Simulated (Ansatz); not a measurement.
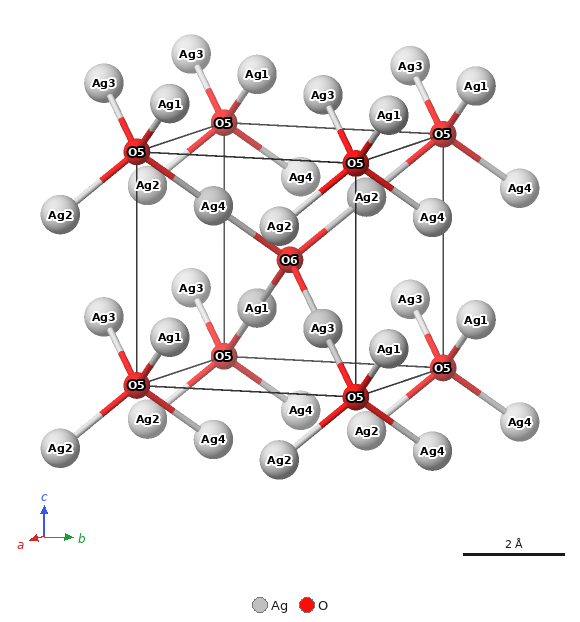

Figure 1. The input geometry of run A (ball-and-stick view of the cell of the calculation, seen slightly off an axis; neighbours outside the cell are drawn fainter; atoms are numbered from 1 in the order of the input).

## Two runs on Ag₂O

System: Ag₂O (Pn-3m, 6 atoms in the cell).
Method of run A: DFT, PBE, plane waves, PAW, no spin polarisation (Ansatz 0.2.0).

The structure derives from an entry of the Crystallography Open Database. The geometry comes from this level: r2SCAN (a point of a series of volumes). Text and figures count atoms from 1; the logs count them from 0 in places.

Input, run A:
```yaml
crystal:
  lattice:
    - [4.6918356202, 0.0, 0.0]
    - [0.0, 4.6918356202, 0.0]
    - [0.0, 0.0, 4.6918356202]
  atoms:
    - { symbol: Ag, position: [0.25, 0.25, 0.25] }
    - { symbol: Ag, position: [0.25, 0.75, 0.75] }
    - { symbol: Ag, position: [0.75, 0.75, 0.25] }
    - { symbol: Ag, position: [0.75, 0.25, 0.75] }
    - { symbol: O, position: [0.0, 0.0, 0.0] }
    - { symbol: O, position: [0.5, 0.5, 0.5] }
kpoints:
  mp_grid: { grid: [2, 2, 2] }
hamiltonian:
  xc: pbe
scf:
  occupations: { method: fermi_dirac, width: 0.02 }
  n_extra_bands: 5
output:
  forces: true
  stress: true
  eigenvalues: true
basis:
  ecutwfc: 260
```

Command:
```bash
ansatz run input.yaml --threads 2 --pin off --max-ram 3686MiB --backend cpu --events-out ev --progress --plain --runs-dir out
```

Hardware: 2 threads of Arm Neoverse V2, 24 GiB of memory available, shared host.

Output, shortened to warnings, some set-up lines, iterations and results (run A):
```
Warning: basis.ecutwfc = 260 eV is below the records' recommended 420 eV, and the density's cutoff is lower with it unless basis.ecutrho_ratio is high enough to keep the records' density cutoff: compare with a run at a higher cutoff
Basis set: ecut = 260 eV, 1021 PW (Γ), exchange–correlation on 50×50×50 points (8 copies of the dense FFT grid, shifted against one another)
Symmetry: 48 space group operations
k-points: 4 of 8
Initial density: superposition of atomic densities (neutral atoms: chi_scale 0, normalization atom), corrected by the library's trained network
[...]
SCF iter   1: F=—  HF=-31486.205144 eV  |F-HF|=—  |Δ(HF+E_count)|=         —  Δρ=3.56e-2  dr2=4.78e-1  ethr=1.77e-3  ⟨swp⟩=6.5  Hψ=608  notcnv=0
SCF iter   2: F=—  HF=-31486.211974 eV  |F-HF|=—  |Δ(HF+E_count)|=   6.83e-3  Δρ=2.40e-2  dr2=4.31e-1  ethr=5.43e-4  ⟨swp⟩=2.0  Hψ=429  notcnv=0  defer=3
SCF iter   3: F=—  HF=-31486.081609 eV  |F-HF|=—  |Δ(HF+E_count)|=   1.30e-1  Δρ=3.12e-3  dr2=8.44e-3  ethr=4.90e-4  ⟨swp⟩=2.2  Hψ=332  notcnv=0  defer=3
SCF iter   4: F=—  HF=-31486.080891 eV  |F-HF|=—  |Δ(HF+E_count)|=   7.17e-4  Δρ=1.72e-3  dr2=3.63e-3  ethr=9.59e-6  ⟨swp⟩=1.8  Hψ=235  notcnv=0  defer=3
SCF iter   5: F=—  HF=-31486.080392 eV  |F-HF|=—  |Δ(HF+E_count)|=   4.99e-4  Δρ=1.05e-3  dr2=1.26e-3  ethr=4.13e-6  ⟨swp⟩=1.5  Hψ=197  notcnv=0  defer=3
SCF iter   6: F=—  HF=-31486.080142 eV  |F-HF|=—  |Δ(HF+E_count)|=   2.51e-4  Δρ=1.36e-4  dr2=2.13e-5  ethr=1.43e-6  ⟨swp⟩=2.0  Hψ=299  notcnv=0  defer=3
SCF iter   7: F=—  HF=-31486.080168 eV  |F-HF|=—  |Δ(HF+E_count)|=   2.63e-5  Δρ=1.82e-5  dr2=2.96e-7  ethr=2.42e-8  ⟨swp⟩=2.0  Hψ=305  notcnv=0  defer=3
SCF iter   8: F=-31486.080168 eV  HF=-31486.080168 eV  |F-HF|=1.08e-9  |Δ(HF+E_count)|=   7.05e-8  Δρ=3.06e-6  dr2=7.13e-9  ethr=1.14e-10  ⟨swp⟩=7.2  Hψ=747  notcnv=0
SCF 1 converged in 8 iterations: F = -31486.080168 eV  dr2 = 7.13e-9
SCF converged after 8 iterations
Free energy (F): -31486.080168 eV
Harris-Foulkes:  -31486.080168 eV  (|F-HF|=1.08e-9)
Internal energy: -31486.068944 eV  (E = F + TS)
E sigma→0 (E₀):  -31486.074556 eV
Entropy (-TS):   -0.011224 eV (-1.871 meV/atom)
Fermi energy:    11.281355 eV
--- Per-component energies (eV) ---
  E_band       = -1317.651912
  E_kinetic    = 2500.022040
  E_local      = -11527.687982  (includes V_loc(G=0)·N_el)
  E_nonlocal   = 388.219606
  E_hartree    = 5087.296091
  E_xc         = -892.164570
  E_vxc        = -1134.157442  (∫ρ·V_xc dr)
  E_paw        = -15919.041510  (= ΣΔE_a)
  E_vpaw       = -1718.683350  (= ΣTr[D̂ρ^β])
  E_aug_tail   = 0.035108  (compensation charges beyond the density's cutoff)
  E_ewald      = -11122.747727
  E_smearing   = -0.011224  (= −TS)
  E_closure    = -0.000000  (closes the sum)
  Σ components = -31486.080168   (vs F -31486.080168, Δ=0.00e0)
--- Forces (eV/Å), atoms counted from 1 ---
  atom   1  Ag     0.00000000    -0.00000000     0.00000000
  atom   2  Ag     0.00000000    -0.00000000     0.00000000
  atom   3  Ag     0.00000000    -0.00000000     0.00000000
  atom   4  Ag     0.00000000    -0.00000000    -0.00000000
  atom   5  O      0.00000000     0.00000000     0.00000000
  atom   6  O      0.00000000    -0.00000000    -0.00000000
  max |Σ_I F_I| component: 1.60e-24 eV/Å
--- Stress (GPa, compression-positive) ---
        6.063257      -0.000000       0.000000
        0.000000       6.063257       0.000000
        0.000000       0.000000       6.063257
  P = ⅓ Tr σ = 6.0633 GPa (60.633 kbar)
```

For run B the input was changed thus:
```diff
-    - [4.6918356202, 0.0, 0.0]
-    - [0.0, 4.6918356202, 0.0]
-    - [0.0, 0.0, 4.6918356202]
+    - [4.6257446249, 0.0, 0.0]
+    - [0.0, 4.6257446249, 0.0]
+    - [0.0, 0.0, 4.6257446249]
```

Predict how the results change.

With the same functional and potentials, run B lies 78.9 meV per atom higher. A gap of 0.07 eV opens on the mesh, where run A has none. The pressure goes from 6.06 to 10.09 GPa. The volume per atom goes from 17.21 to 16.50 Å³. The cell is scaled evenly with the atoms at fixed fractional positions, so −ΔP/Δ ln V estimates the bulk modulus midway between the two volumes: about 95 GPa. The number of SCF iterations is the same. The plane waves at Γ go from 1021 to 925.

Output, shortened to warnings, some set-up lines, iterations and results (run B):
```
Warning: basis.ecutwfc = 260 eV is below the records' recommended 420 eV, and the density's cutoff is lower with it unless basis.ecutrho_ratio is high enough to keep the records' density cutoff: compare with a run at a higher cutoff
Basis set: ecut = 260 eV, 925 PW (Γ), exchange–correlation on 50×50×50 points (8 copies of the dense FFT grid, shifted against one another)
Symmetry: 48 space group operations
k-points: 4 of 8
Initial density: superposition of atomic densities (neutral atoms: chi_scale 0, normalization atom), corrected by the library's trained network
[...]
SCF iter   1: F=—  HF=-31485.735239 eV  |F-HF|=—  |Δ(HF+E_count)|=         —  Δρ=3.68e-2  dr2=4.79e-1  ethr=1.77e-3  ⟨swp⟩=6.2  Hψ=612  notcnv=0
SCF iter   2: F=—  HF=-31485.725229 eV  |F-HF|=—  |Δ(HF+E_count)|=   1.00e-2  Δρ=2.33e-2  dr2=3.82e-1  ethr=5.45e-4  ⟨swp⟩=2.0  Hψ=429  notcnv=0  defer=3
SCF iter   3: F=—  HF=-31485.607425 eV  |F-HF|=—  |Δ(HF+E_count)|=   1.18e-1  Δρ=2.92e-3  dr2=5.08e-3  ethr=4.34e-4  ⟨swp⟩=2.8  Hψ=335  notcnv=0  defer=3
SCF iter   4: F=—  HF=-31485.606714 eV  |F-HF|=—  |Δ(HF+E_count)|=   7.11e-4  Δρ=7.88e-4  dr2=6.43e-4  ethr=5.77e-6  ⟨swp⟩=2.2  Hψ=356  notcnv=0  defer=3
SCF iter   5: F=—  HF=-31485.606623 eV  |F-HF|=—  |Δ(HF+E_count)|=   9.10e-5  Δρ=3.13e-4  dr2=1.11e-4  ethr=7.31e-7  ⟨swp⟩=2.0  Hψ=275  notcnv=0  defer=3
SCF iter   6: F=—  HF=-31485.606557 eV  |F-HF|=—  |Δ(HF+E_count)|=   6.59e-5  Δρ=4.77e-5  dr2=1.68e-6  ethr=1.26e-7  ⟨swp⟩=2.0  Hψ=304  notcnv=0  defer=3
SCF iter   7: F=—  HF=-31485.606612 eV  |F-HF|=—  |Δ(HF+E_count)|=   5.49e-5  Δρ=8.51e-6  dr2=6.86e-8  ethr=1.14e-10  ⟨swp⟩=5.5  Hψ=753  notcnv=0
SCF iter   8: F=-31485.606612 eV  HF=-31485.606612 eV  |F-HF|=3.71e-10  |Δ(HF+E_count)|=   9.99e-9  Δρ=1.09e-6  dr2=1.20e-9  ethr=7.80e-11  ⟨swp⟩=2.0  Hψ=582  notcnv=0
SCF 1 converged in 8 iterations: F = -31485.606612 eV  dr2 = 1.20e-9
SCF converged after 8 iterations
Free energy (F): -31485.606612 eV
Harris-Foulkes:  -31485.606612 eV  (|F-HF|=3.71e-10)
Internal energy: -31485.599173 eV  (E = F + TS)
E sigma→0 (E₀):  -31485.602893 eV
Entropy (-TS):   -0.007439 eV (-1.240 meV/atom)
Fermi energy:    12.172732 eV
--- Per-component energies (eV) ---
  E_band       = -1262.334055
  E_kinetic    = 2504.434707
  E_local      = -11266.957846  (includes V_loc(G=0)·N_el)
  E_nonlocal   = 387.366810
  E_hartree    = 4983.747658
  E_xc         = -893.669387
  E_vxc        = -1136.262929  (∫ρ·V_xc dr)
  E_paw        = -15918.889317  (= ΣΔE_a)
  E_vpaw       = -1718.440592  (= ΣTr[D̂ρ^β])
  E_aug_tail   = 0.033795  (compensation charges beyond the density's cutoff)
  E_ewald      = -11281.665594
  E_smearing   = -0.007439  (= −TS)
  E_closure    = 0.000000  (closes the sum)
  Σ components = -31485.606612   (vs F -31485.606612, Δ=0.00e0)
--- Forces (eV/Å), atoms counted from 1 ---
  atom   1  Ag    -0.00000000     0.00000000    -0.00000000
  atom   2  Ag     0.00000000     0.00000000     0.00000000
  atom   3  Ag     0.00000000     0.00000000    -0.00000000
  atom   4  Ag     0.00000000     0.00000000     0.00000000
  atom   5  O     -0.00000000    -0.00000000     0.00000000
  atom   6  O     -0.00000000    -0.00000000     0.00000000
  max |Σ_I F_I| component: 3.79e-25 eV/Å
--- Stress (GPa, compression-positive) ---
       10.086729       0.000000       0.000000
        0.000000      10.086729       0.000000
        0.000000       0.000000      10.086729
  P = ⅓ Tr σ = 10.0867 GPa (100.867 kbar)
```

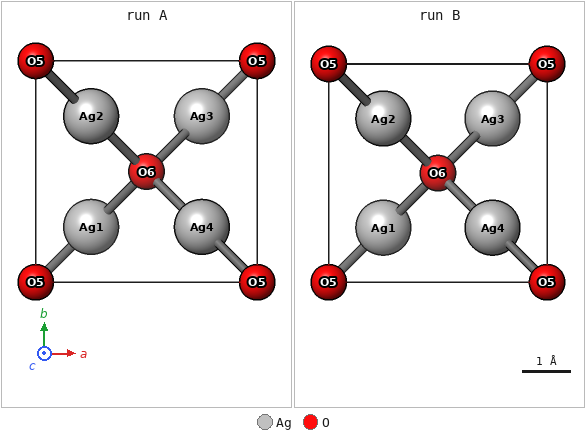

Figure 2. The two input geometries at one scale (ball-and-stick view of the cell of the calculation, along the c axis). The atoms keep their places relative to the cell (all moves are under 0.005 Å). Cell: a = b = c 4.692 → 4.626 Å (−1.4 %). Volume −4.2 %. Among the contacts that change: Ag1–O5 2.032 → 2.003 Å.

The two runs side by side:

| quantity | run A | run B |
| --- | --- | --- |
| outcome | converged | converged |
| free energy per atom (eV) | −5247.6800 | −5247.6011 |
| energy per atom, smearing taken to zero (eV) | −5247.6791 | −5247.6005 |
| gap on the mesh (eV) | 0.00 | 0.07 |
| pressure (GPa) | 6.06 | 10.09 |
| volume per atom (Å³) | 17.21 | 16.50 |
| largest force (eV/Å) | 0.000 | 0.000 |
| SCF iterations | 8 | 8 |
| irreducible k-points | 4 | 4 |
| plane waves at Γ | 1021 | 925 |
| wall time (shared host) | 0.51 s | 0.53 s |

For both runs: Warnings: the cutoff is below the recommended one. The k-point mesh is coarse for a cell of this size, so the results may not be converged.
